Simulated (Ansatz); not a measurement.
Consider Cu.

```
Cu
1.0
     2.42057    0.00000    0.00000
     0.00000    7.89938    0.00000
     0.00000    0.00000    2.45888
Cu
4
Direct
  0.00000 0.13387 0.75000
  0.50000 0.63387 0.75000
  0.00000 0.86613 0.25000
  0.50000 0.36613 0.25000
```

Space group Cmcm; a structure from a database of computed crystals, not necessarily the ambient phase; computed pressure about 9 GPa in this cell.

These are results of Ansatz, Kohn-Sham DFT of a periodic cell, HSE06, Ansatz PAW, not measurements.

### What will maps of the valence pseudo-density and electron localisation function show?

Cu–Cu (2.42 Å): ρ is about 0.31 e/Å³ halfway; the ELF is about 0.20 at the midpoint (no shared electron pair shows on this line).

### Does the calculation make it a metal, or give it a gap?

It is gapless in this calculation (a metal or semimetal).

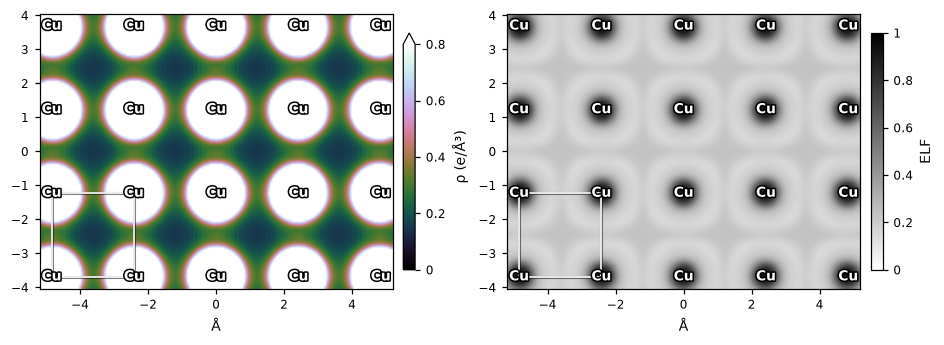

Computed valence pseudo-density and electron localisation function on the (010) plane of the conventional cell, in this order. 

The density is the valence pseudo-density of a PAW calculation; it isn't the true density close to the nuclei.
